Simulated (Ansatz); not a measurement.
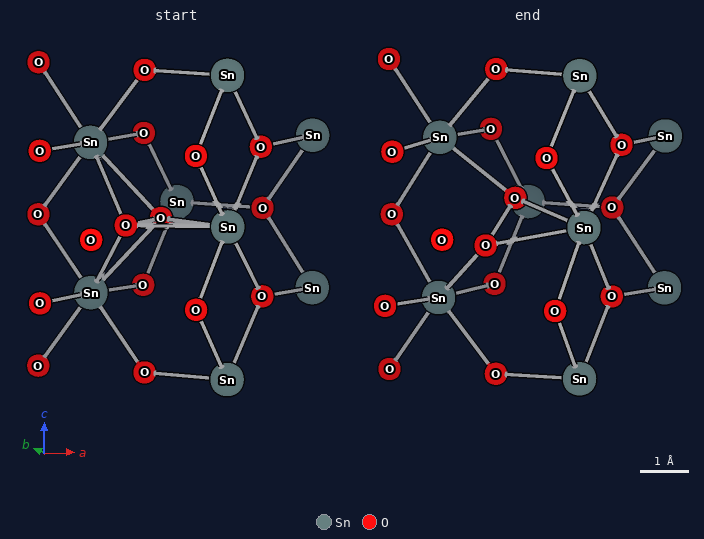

The structure of a defect cell of composition Sn24O49 before (left) and after (right) a relaxation, at one scale.

A ball-and-stick model of the atoms within 4.2 Å of the atom that moves most (axes of the cell of the calculation (origin shifted)), seen slightly off an axis.

All numbers below come from Ansatz 0.2.0, DFT, PBEsol, PAW, plane waves. Set-up: plane-wave cutoff 420 eV; k-point mesh 1 × 1 × 1; mesh shifted by (0.25, 0.25, 0.25); no spin polarisation; atoms relaxed in a fixed cell; force threshold 0.03 eV/Å; at most 80 steps.

Q: Summarise the run.

A: Over 9 geometry steps the energy falls by 1.570 eV per cell of the calculation. Largest force component: 2.3 eV/Å at the start, 0.016 eV/Å at the end. The largest move is that of an O atom, 0.48 Å along [0 −1 2]. By element the largest moves are O 0.48 Å, Sn 0.14 Å. The cell doesn't change. Near-neighbour distances that change, for instance: O–Sn 2.165 → 2.692 Å, O–Sn 2.209 → 2.696 Å, O–Sn 2.184 → 2.043 Å, O–Sn 2.038 → 2.103 Å. Bond angles that change, for instance: Sn–O–O 69.7° → 98.1°, Sn–O–O 71.7° → 98.3°, Sn–O–Sn 117.5° → 138.4°.
